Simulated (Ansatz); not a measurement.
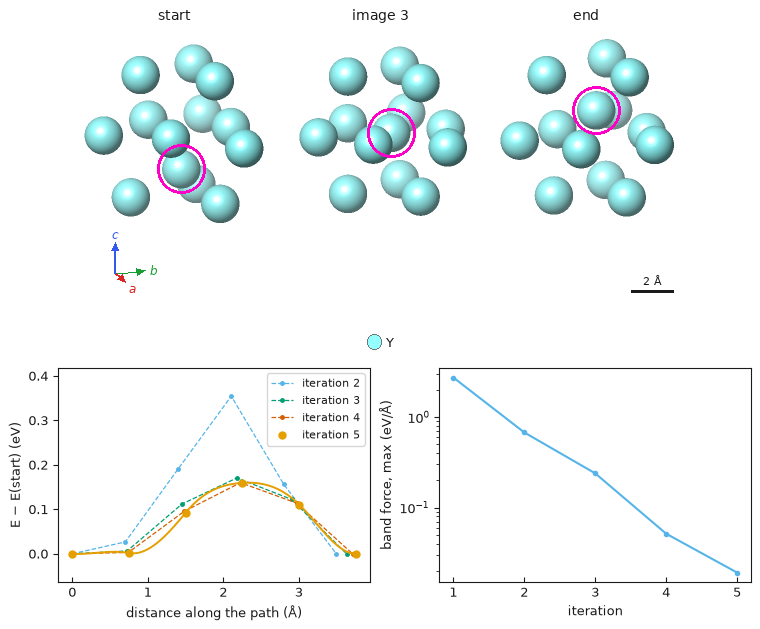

NEB run on Y with an interstitial Y (17 atoms in the cell). Images are numbered from 0 (start) to 5 (end). The plot follows the band through its iterations. Style: spheres-only. Shown: the atoms within 5.0 Å of the middle of the path, slightly off an axis. The moving atom is ringed, with any periodic copies.

Theory: DFT PBEsol, scalar-relativistic, plane waves, PAW in Ansatz 0.2.0. Settings: plane-wave cutoff 420 eV; k-point mesh 3 × 3 × 2; Gaussian smearing 0.1 eV; 4 movable images; no climbing image; force threshold 0.05 eV/Å; iteration limit 50.

### Judge this run.

The run is converged, with reservations. The band converged in 5 iterations. The largest component of the band force went from 2.7 to 0.019 eV/Å. No image climbed, so the highest image needn't lie on the saddle point, and the true maximum along this path can be higher. The first iteration put the highest image at 1.777 eV. The barrier is about 0.159 eV in both directions, with image 3 at the top; the ends have the same energy.

Limits of the set-up: the periodic images lie only 6.3 Å apart, so the values are limited by the cell's size.

Cost: 3.9 min on 4 threads of AMD EPYC 7B13 (Zen 3) (shared host), peak memory 3.4 GiB.
